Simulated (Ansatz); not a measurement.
System: W, space group Im-3m (No. 229) (one of a set of cubic test structures, which need not be the stable phase).

Calculation (Ansatz 0.2.0 development build): equation of state of a cubic crystal from periodic Kohn-Sham density functional theory without spin, third-order Birch-Murnaghan fit to the free energies; pressure corrected for the finite basis. Level: r2SCAN.

structure type bcc; atoms in cell 1; space group number 229; lattice centring body-centred primitive; k mesh 15×15×15; occupation method Fermi–Dirac; occupation width 0.1 eV; wave cutoff 500 eV; datasets soft-1 PAW; density tolerance 1e−07 eV; bands 11; density cutoff ratio 4; search for lower states default.

Predict the energy above the lowest point and pressure against volume. The volume takes the values 14.86, 15.34, 15.82, 16.31, 16.79 Å³/atom.

A third-order Birch–Murnaghan fit gives V0 = 15.92 Å³/atom, B0 = 321 GPa and B′ = 4.1. The energy above the lowest point is 79.7 meV/atom at volume 14.86 Å³/atom and 43.2 meV/atom at 16.79 Å³/atom; the lowest computed point is at volume 15.82 Å³/atom (0.0 meV/atom), and no other minimum shows among the points. The pressure falls from 25.6 GPa at volume 14.86 Å³/atom to −15.3 GPa at 16.79 Å³/atom, and changes sign near 15.93 Å³/atom.

| volume (Å³/atom) | energy above the lowest point (meV/atom) | pressure (GPa) |
| --- | --- | --- |
| 14.86 | 79.7 | 25.6 |
| 15.34 | 22.0 | 12.9 |
| 15.82 | 0.0 | 2.0 |
| 16.31 | 8.6 | −7.4 |
| 16.79 | 43.2 | −15.3 |

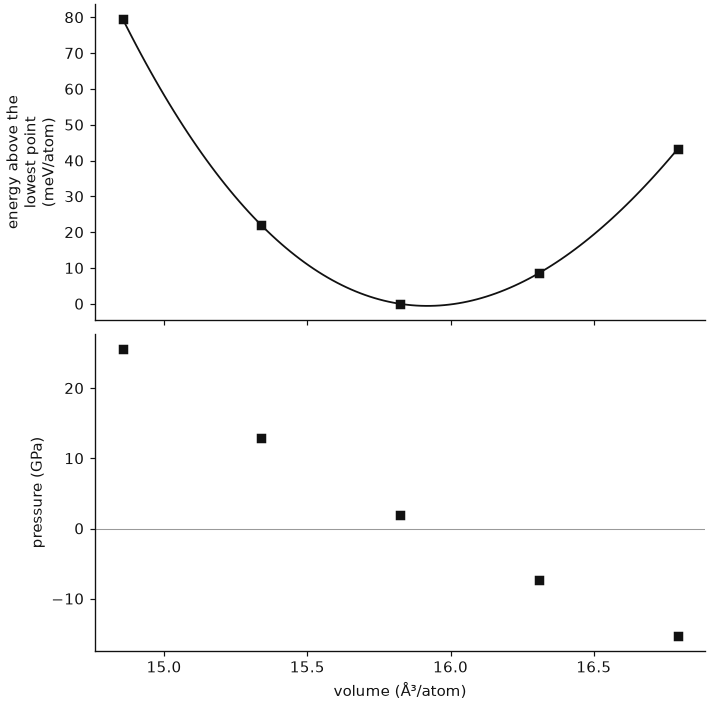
